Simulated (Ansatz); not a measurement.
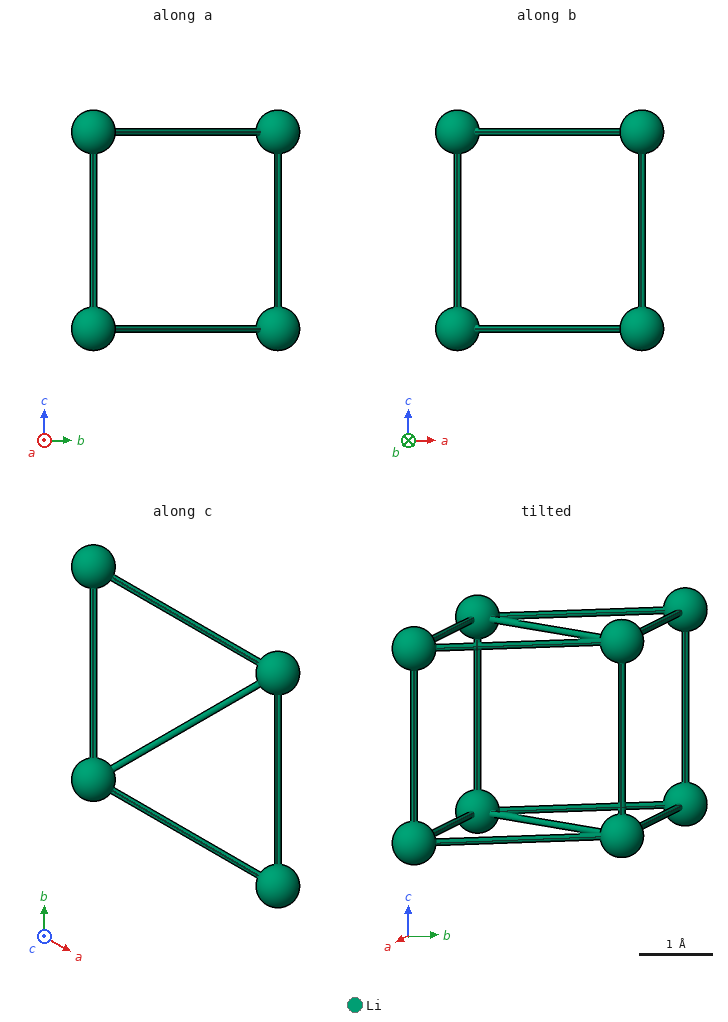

Drawn in the ball-and-stick manner and seen along the a axis, along the b axis, along the c axis and slightly off an axis. The edges of the conventional unit cell are marked.

Lattice parameters: a = 2.936 Å, b = 2.936 Å, c = 2.715 Å, α = 90.00°, β = 90.00°, γ = 120.00°. Put a along x and b in the xy plane.

Record the structure as a POSCAR file.

```
Li
1.0
     2.936    0.000    0.000
    -1.468    2.542    0.000
     0.000    0.000    2.715
Li
1
Direct
  0.0000 0.0000 0.0000
```

Origin of the cell: a random cell made by a generator, so it need not be a real form of the element. What is shown is the relaxed result from DFT PBE, scalar-relativistic, plane waves, PAW in Ansatz.
